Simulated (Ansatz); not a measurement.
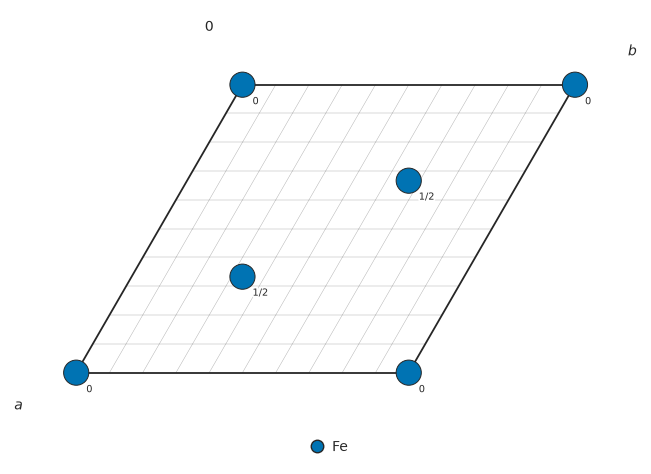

Plan of a unit cell projected along c (a down the page, b across); the numbers are heights as fractions of c, and atoms on the cell's edges are repeated. The grid marks tenths of a and b. Source: the end point of a relaxation with Ansatz 0.2.0, DFT, BLYP, plane waves (420 eV) with PAW, scalar-relativistic; the starting structure was generated, so it need not be a known form of this composition. Symmetry computed with spglib at a tolerance of 0.002 Å; standard conventional cell.

a = 3.906 Å, b = 3.906 Å, c = 2.464 Å, α = 90.00°, β = 90.00°, γ = 120.00°.

**What does the cell contain?**

3 Fe: Fe, Z = 3.

**Which space group?**

No. 191, P6/mmm, primitive hexagonal.

**Give the independent sites, coordinates to two places.**

| atom | site | symmetry | x | y | z |
| --- | --- | --- | --- | --- | --- |
| Fe | 1a | 6/mmm | 0.00 | 0.00 | 0.00 |
| Fe | 2d | -6m2 | 0.33 | 0.67 | 0.50 |
